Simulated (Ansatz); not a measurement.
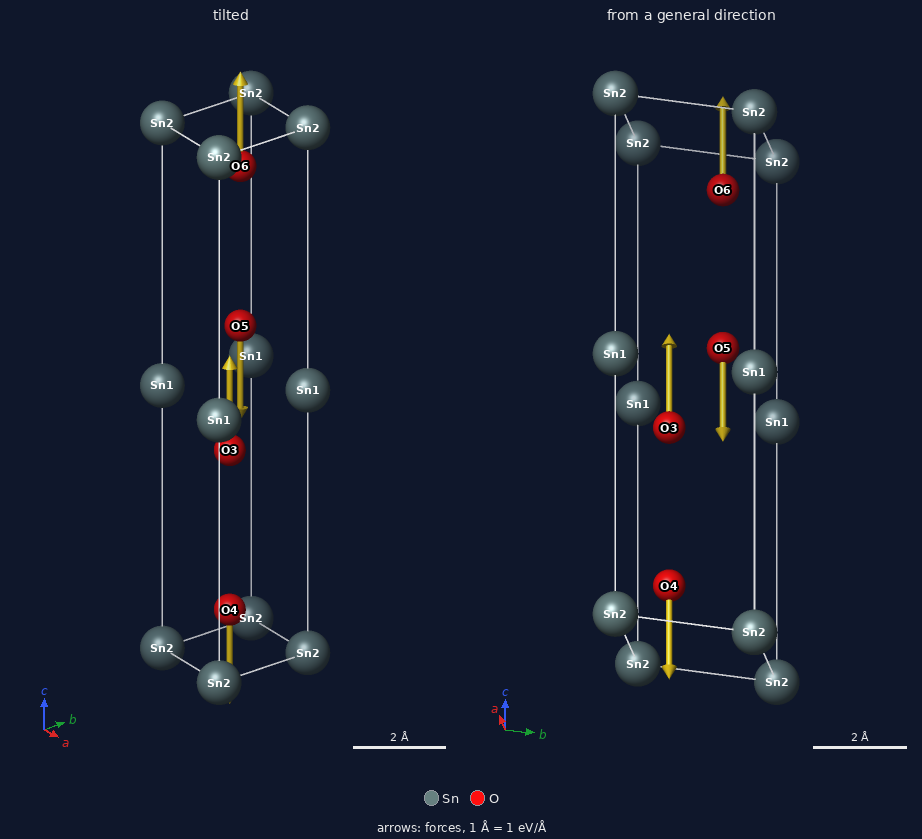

Spheres-only drawing of the structure, looking slightly off an axis and from a general direction. Thin lines show the simulation cell, with boundary atoms drawn in all their periodic places. The arrows are the computed forces on the atoms.

System: SnO2. Theory: DFT PBE+D3(BJ), scalar-relativistic, plane waves, PAW in Ansatz. Numerical settings: an energy cutoff of 420 eV, a 12×12×4 k-point mesh, Gaussian smearing of 0.05 eV, no spin polarisation.

Question: Is this an equilibrium geometry?

Answer: No. The atoms still feel forces of up to about 1.8 eV/Å, far above a usual threshold of 0.01 to 0.03 eV/Å.

Question: Which atom feels the largest force?

Answer: All O atoms, about 1.8 eV/Å.

Provenance: a structure listed in the Materials Project. The cell was then strained or its atoms displaced on purpose. It was the input of a calculation with Ansatz.
